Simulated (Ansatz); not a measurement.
**A series of single points on Pt**

System: Pt (2 atoms in the cell).
Method: DFT, revPBE, plane waves (420 eV) with PAW, scalar-relativistic, no spin polarisation (Ansatz 0.2.0).

The 5 runs differ only in the geometry, by an even scaling of the cell at fixed fractional positions.

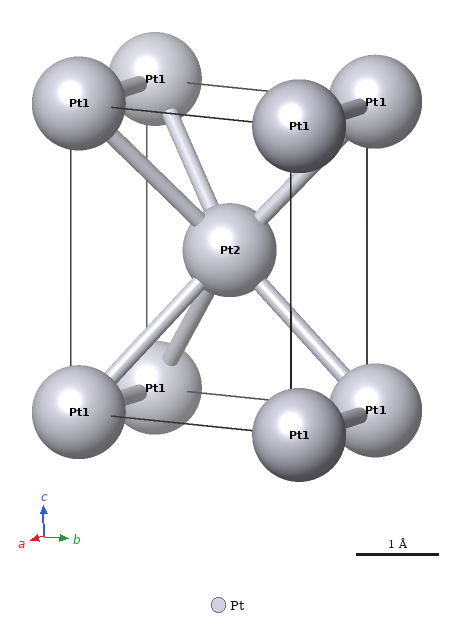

Figure 1. The structure of run 3 (ball-and-stick view of the reduced cell, seen slightly off an axis; atoms are numbered from 1 in the order of the input).

### Input of run 3
```yaml
crystal:
  lattice:
    - [-2.1855165435, 2.5473948609, 1.3636003496]
    - [2.5473948609, -2.1855165435, 1.3636003496]
    - [2.6359500346, 2.6359500346, -0.7008195485]
  atoms:
    - { symbol: Pt, position: [0.0158658084, 0.9841341916, 0.0] }
    - { symbol: Pt, position: [0.7341341916, 0.2658658084, 0.5] }
hamiltonian:
  xc: revpbe
  pseudopotentials:
    kind: paw
    azcp:
      Pt: "pseudopotentials/Pt.paw.azcp"
basis:
  ecutwfc: 420
  fft_grid_basis: typed
kpoints:
  mp_grid: { grid: [14, 14, 10], shift: [0, 0, 0] }
magnetization:
  spin_polarized: false
scf:
  occupations: { method: fermi_dirac, width: 0.1 }
  lower_state_search: "off"
output:
  stress: true
```

Lattice vectors (Å) and fractional positions of run 3:
```
  -2.185517    2.547395    1.363600
   2.547395   -2.185517    1.363600
   2.635950    2.635950   -0.700820
Pt  0.015866  0.984134 -0.000000
Pt  0.734134  0.265866  0.500000
```

Run 2 differs from it as follows:
```diff
-    - [-2.1855165435, 2.5473948609, 1.3636003496]
-    - [2.5473948609, -2.1855165435, 1.3636003496]
-    - [2.6359500346, 2.6359500346, -0.7008195485]
+    - [-2.1571299987, 2.5143080657, 1.3458892495]
+    - [2.5143080657, -2.1571299987, 1.3458892495]
+    - [2.6017130421, 2.6017130421, -0.6917169657]
```

### Results, with one run withheld

```tsv
run	volume per atom (Å³)	free energy per atom, from the lowest run given (meV)	pressure (GPa)
1	15.580	66.80	21.63
2	16.935	?	?
3	17.612	0.00	−7.38
4	18.289	43.55	−12.96
5	18.967	107.70	−17.18
```

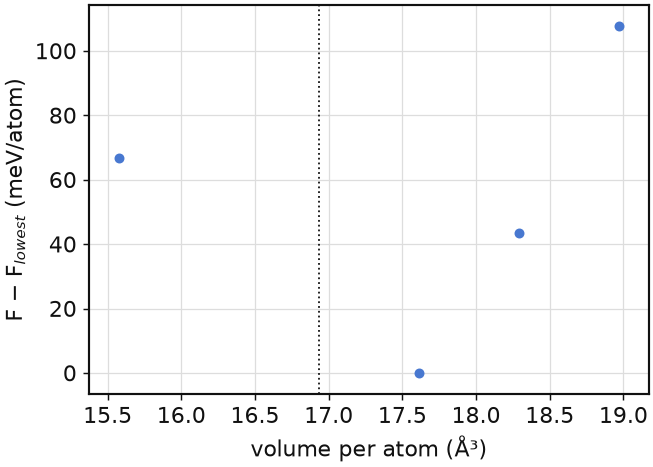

Figure 2. Free energy per atom of the runs given; the dotted line marks run 2.

Estimate the energy of run 2 from the others.

A quadratic polynomial in V^(−2/3) (the Birch–Murnaghan form), fitted to the 4 runs given, misses them by at most 0.77 meV per atom. With x = V^(−2/3) − 0.14817 Å⁻², it reads F = −2.7389 − 6821.8 x + 1.0338e+06 x² (meV per atom). At run 2 it gives −13.96 meV per atom, and the run itself gives −16.47. The slope of the fit gives a pressure −dF/dV of 0.33 GPa there, and the run prints −0.09 GPa. The two needn't agree exactly: the fit is approximate, and the printed stress is taken on a finite basis. The fit has its minimum at 16.963 Å³ per atom, where V d²F/dV² gives 199 GPa. Cell shape and fractional positions are held, so this is the stiffness under even scaling; the relaxed bulk modulus wasn't computed. So low a polynomial doesn't follow these energies more closely.

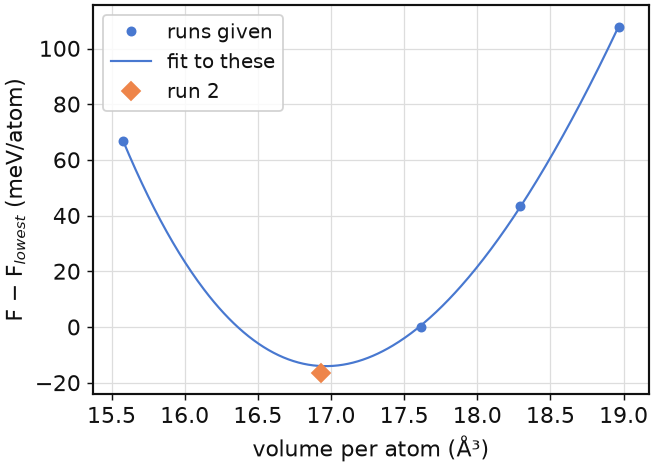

Figure 3. The fit and the withheld run.

### Output, shortened to warnings, some set-up lines, iterations and results (run 2)
```
Basis set: ecut = 420 eV, 663 PW (Γ)
Symmetry: 4 space group operations
k-points: 534 of 1960
Initial density: superposition of atomic densities (neutral atoms: chi_scale 0, normalization atom), corrected by the library's trained network
[...]
SCF iter   1: F=—  HF=-25065.393847 eV  |F-HF|=—  |Δ(HF+E_count)|=         —  Δρ=9.36e-3  dr2=6.94e-3  ethr=1.77e-3  ⟨swp⟩=4.9  Hψ=44487  notcnv=0
SCF iter   2: F=—  HF=-25065.396487 eV  |F-HF|=—  |Δ(HF+E_count)|=   2.64e-3  Δρ=5.23e-3  dr2=2.38e-3  ethr=1.93e-5  ⟨swp⟩=2.0  Hψ=20290  notcnv=0
SCF iter   3: F=—  HF=-25065.397030 eV  |F-HF|=—  |Δ(HF+E_count)|=   5.43e-4  Δρ=4.44e-4  dr2=3.20e-5  ethr=6.62e-6  ⟨swp⟩=2.5  Hψ=16767  notcnv=0
SCF iter   4: F=—  HF=-25065.397040 eV  |F-HF|=—  |Δ(HF+E_count)|=   9.87e-6  Δρ=9.46e-5  dr2=1.79e-6  ethr=8.88e-8  ⟨swp⟩=2.3  Hψ=18763  notcnv=0
SCF iter   5: F=-25065.397040 eV  HF=-25065.397040 eV  |F-HF|=3.78e-8  |Δ(HF+E_count)|=   5.53e-7  Δρ=2.04e-5  dr2=8.66e-8  ethr=4.98e-9  ⟨swp⟩=2.5  Hψ=17186  notcnv=0
SCF iter   6: F=-25065.397040 eV  HF=-25065.397040 eV  |F-HF|=1.12e-9  |Δ(HF+E_count)|=   4.70e-8  Δρ=4.55e-6  dr2=5.63e-9  ethr=2.40e-10  ⟨swp⟩=2.4  Hψ=42255  notcnv=0
SCF 1 converged in 6 iterations: F = -25065.397040 eV  dr2 = 5.63e-9
SCF converged after 6 iterations
Free energy (F): -25065.397040 eV
Harris-Foulkes:  -25065.397040 eV  (|F-HF|=1.12e-9)
Internal energy: -25065.323984 eV  (E = F + TS)
E sigma→0 (E₀):  -25065.360512 eV
Entropy (-TS):   -0.073056 eV (-36.528 meV/atom)
Fermi energy:    20.240237 eV
--- Per-component energies (eV) ---
  E_band       = -363.147557
  E_kinetic    = 1273.408077
  E_local      = -3326.435363  (includes V_loc(G=0)·N_el)
  E_nonlocal   = 398.518958
  E_hartree    = 1235.924492
  E_xc         = -523.008861
  E_vxc        = -604.258376  (∫ρ·V_xc dr)
  E_paw        = -18927.400906  (= ΣΔE_a)
  E_vpaw       = -576.228266  (= ΣTr[D̂ρ^β])
  E_aug_tail   = 0.000388  (compensation charges beyond the density's cutoff)
  E_ewald      = -5196.276743
  E_core_change = -0.054026  (= ΣΔE_core)
  E_smearing   = -0.073056  (= −TS)
  E_closure    = 0.000000  (closes the sum)
  Σ components = -25065.397040   (vs F -25065.397040, Δ=0.00e0)
--- Stress (GPa, compression-positive) ---
       -0.055053      -0.009018       0.001366
       -0.009018      -0.055053       0.001366
        0.001366       0.001366      -0.151917
  P = ⅓ Tr σ = -0.0873 GPa (-0.873 kbar)
```

Notes: Spin–orbit coupling is left out, which matters for Pt.
